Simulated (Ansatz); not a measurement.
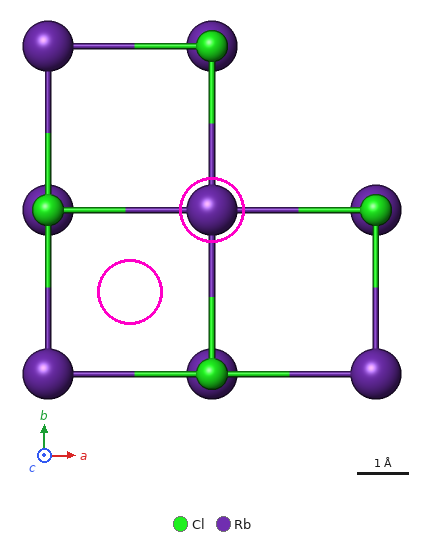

Perfect RbCl. The picture is a ball-and-stick view of the atoms within 5.4 Å of one point, in a slice 5.0 Å thick across the line of sight, seen along the c axis.

Level of theory: DFT, PBEsol, PAW, plane waves (Ansatz). Set-up: plane-wave cutoff 420 eV; k-point mesh 1 × 1 × 1; mesh shifted by (0.25, 0.25, 0.25); no spin polarisation. Fermi-Dirac smearing of 0.01 eV. A uniform background neutralises the charged cell. The axes drawn are those of the host's conventional cell.

A rubidium atom is replaced by chlorine and an extra rubidium atom is put between the host's atoms (an interstitial), the two sites 2.8 Å apart at the ringed places, in charge state +1. The supercell has 64 sites, and the atoms are relaxed at the host's cell.

### Predict the relaxed surroundings of the defect.

In the host the Rb atom has 6 Cl at 3.27 Å; the Cl atom ends with 2 Cl at 2.27 Å. The Rb atom starts with 4 Cl at 2.83 to 2.84 Å, 4 Rb at 2.83 to 2.84 Å around its place and ends with 5 Cl at 3.01 to 3.26 Å. Of the host's atoms, a rubidium atom moves furthest from its site, by 0.69 Å. The Cl atom itself moves 2.30 Å from where it was put. The Rb atom itself moves 2.29 Å from where it was put.

The relaxed defect, seen from the same direction:

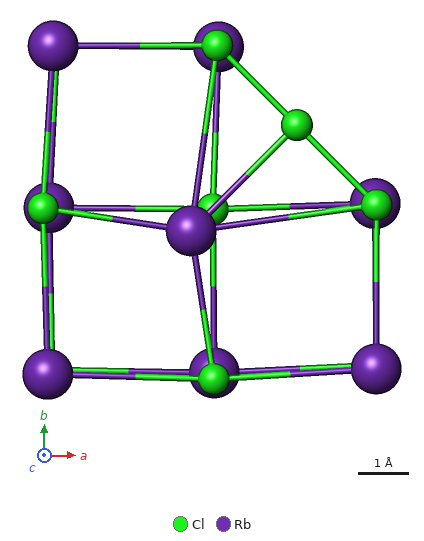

Limits of the set-up: the cell is charged, on a uniform background, and energies carry no finite-size correction.
